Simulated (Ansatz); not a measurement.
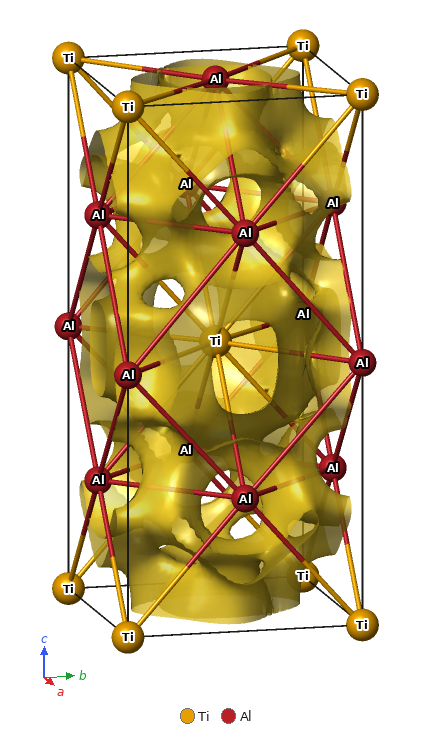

*TiAl₃. Isosurface of the ELF at 0.6 (yellow), seen slightly off an axis. Only the valence region is drawn (cores and ρ < 0.01 e/Å³ removed). Sticks mark near contacts.*

Space group I4mm; a structure from a database of computed crystals, not necessarily the ambient phase; changed on purpose from its base cell (atom 2 (Al) moved -0.050 A along Cartesian [0 0 1]); computed without spin polarisation.

Computed with DFT PBEsol, scalar-relativistic, plane waves, PAW (Ansatz).

Core electrons are frozen (PAW), and the valence fields are smoothed inside the atomic spheres.

Question: What do the ELF domains correspond to?

Answer: At this value the surface marks out one network that runs through the whole crystal, counted in one cell of 8 atoms. Regions shared between cells count once. Profiles from the grid: Al–Al (2.70 Å): the ELF peaks at about 0.70 between the atoms. Ti–Al (2.70 Å): the ELF is about 0.35 at the midpoint.

Question: Does the calculation give a band gap?

Answer: It is metallic or semimetallic at this level of theory: no gap opens.
